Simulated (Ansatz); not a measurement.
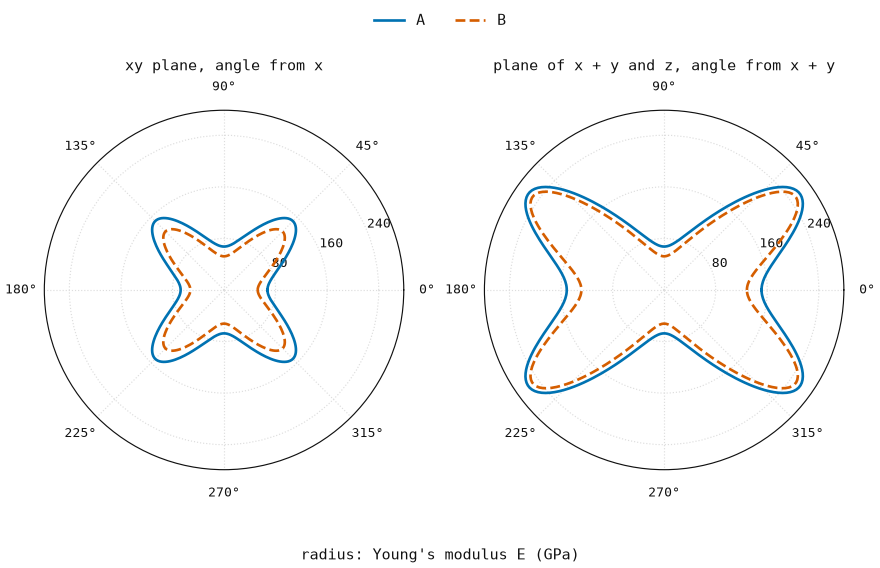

The figure compares two calculations of the directional Young's modulus. The first is for AlCu₃, space group Pm-3m (No. 221).

The given structure:
```
CELL_PARAMETERS angstrom
3.58958 0.00000 0.00000
0.00000 3.58958 0.00000
0.00000 0.00000 3.58958
ATOMIC_POSITIONS crystal
Al 0.00000 0.00000 0.00000
Cu 0.50000 0.50000 0.00000
Cu 0.50000 0.00000 0.50000
Cu 0.00000 0.50000 0.50000
```

Method: elastic stress-strain coefficients at zero temperature from small strains of the given cell, Voigt order xx yy zz yz xz xy, Cartesian axes of the cell vectors; plane waves with PAW datasets, Γ-centred k mesh (Ansatz 0.2.0). Level: LDA, no spin polarisation.

```json
{"setting": "wave cutoff", "value": "420 eV"}
{"setting": "k mesh", "value": "12×12×12"}
{"setting": "occupations", "value": "Fermi–Dirac"}
{"setting": "smearing width", "value": "0.15 eV"}
{"setting": "ions", "value": "relaxed"}
{"setting": "strain amplitude", "value": "0.005"}
```

In the second, the level changes from LDA to r2SCAN, and the cell is that level's own (12.08 against 11.56 Å³/atom). The second calculation uses wave cutoff 500.0 eV.

Q: Which of A and B is the second calculation, and what did the change do?

A: B. The bulk modulus falls from 167.2 to 150.9 GPa (−10 %), the shear modulus falls from 57.8 to 52.2 GPa (−10 %), the least Young's modulus over all directions falls from 67.3 to 52.2 GPa (−22 %) and the largest falls from 258.2 to 250.1 GPa (−3.1 %).

For both, limits of the calculation: metal sensitive to the k mesh.
